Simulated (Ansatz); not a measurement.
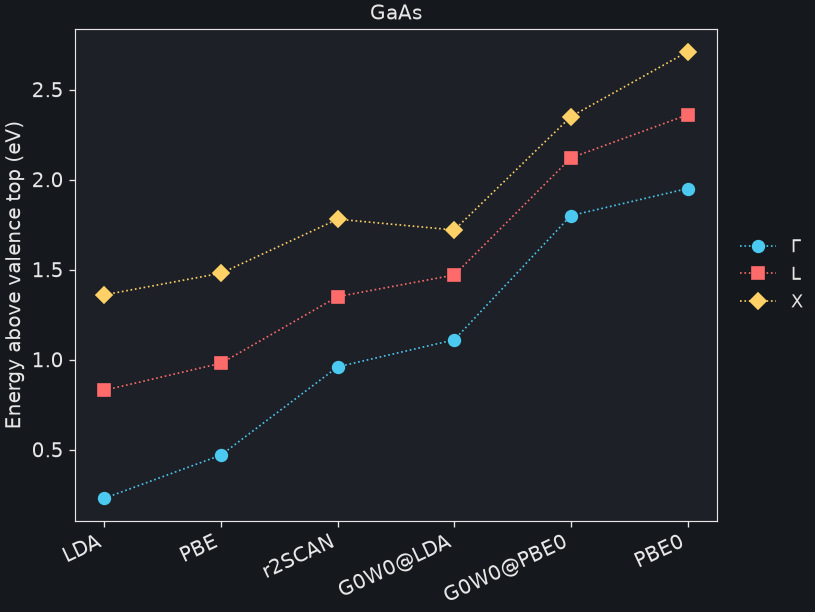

Lowest conduction level at each named k point, counted from the valence-band top at Γ, by several methods on one cell of zincblende GaAs, space group F-43m (No. 216), 2 atoms in the primitive cell, relaxed with r2SCAN; cubic a = 5.666 Å. All runs are without spin-orbit coupling and carry no moments.

> Does G0W0@LDA shift these levels rigidly from LDA?

The shifts are +0.88 eV at Γ, +0.64 eV at L and +0.36 eV at X: a spread of 0.52 eV on a mean of 0.63 eV, so one shift doesn't describe them.

> How do the methods rank at Γ?

From low to high: LDA 0.23, PBE 0.47, r2SCAN 0.96, G0W0@LDA 1.11, G0W0@PBE0 1.80, PBE0 1.95 eV.

> Do the methods agree on which of these conduction levels is lowest?

Yes: all put it at Γ.

```
   method  program  Γ (eV)  L (eV)  X (eV)
      LDA   Ansatz    0.23    0.83    1.36
      PBE   Ansatz    0.47    0.98    1.48
   r2SCAN   Ansatz    0.96    1.35    1.78
 G0W0@LDA   Ansatz    1.11    1.47    1.72
G0W0@PBE0   Ansatz    1.80    2.12    2.35
     PBE0   Ansatz    1.95    2.36    2.71
```

Settings. LDA: Ansatz PAW set, 8×8×8 k mesh, 420 eV cutoff, fixed occupations (Ansatz). PBE: Ansatz PAW set, 8×8×8 k mesh, 420 eV cutoff, Fermi-Dirac smearing of 0.02 eV (Ansatz 0.2.0). r2SCAN: Ansatz PAW set, 8×8×8 k mesh, 500 eV cutoff, fixed occupations (Ansatz 0.2.0). G0W0@LDA: LDA, Ansatz PAW set, 4×4×4 k mesh, 420 eV cutoff, fixed occupations (Ansatz 0.2.0), G0W0 with empty bands 171, screening cutoff 140 eV and frequency treatment contour deformation. G0W0@PBE0: PBE0, Ansatz PAW set, 6×6×6 k mesh, 420 eV cutoff, fixed occupations (Ansatz 0.2.0), G0W0 with empty bands 249, screening cutoff 180 eV and frequency treatment contour deformation. PBE0: Ansatz PAW set, 6×6×6 k mesh, 420 eV cutoff, fixed occupations (Ansatz).

These are six of the 13 methods that were run on this cell. Spin-orbit coupling is left out, which matters for As. LDA, r2SCAN, G0W0@LDA, G0W0@PBE0 and PBE0: the PAW data sets were made with another functional. LDA, GGA and most meta-GGA functionals understate gaps. G0W0@LDA and G0W0@PBE0: the filled d shell of Ga makes GW gaps converge slowly, so they lie under their value at the basis limit. G0W0@LDA: the k mesh is coarse, so the values aren't converged. G0W0@LDA: the GW screening of so narrow a gap isn't settled on this k mesh. G0W0@PBE0: the k mesh is thin for GW. PBE0: the k mesh is thin for exact exchange. The GW runs differ in bands or cutoffs. The GW values are at finite bands, cutoffs and mesh, short of the basis limit.
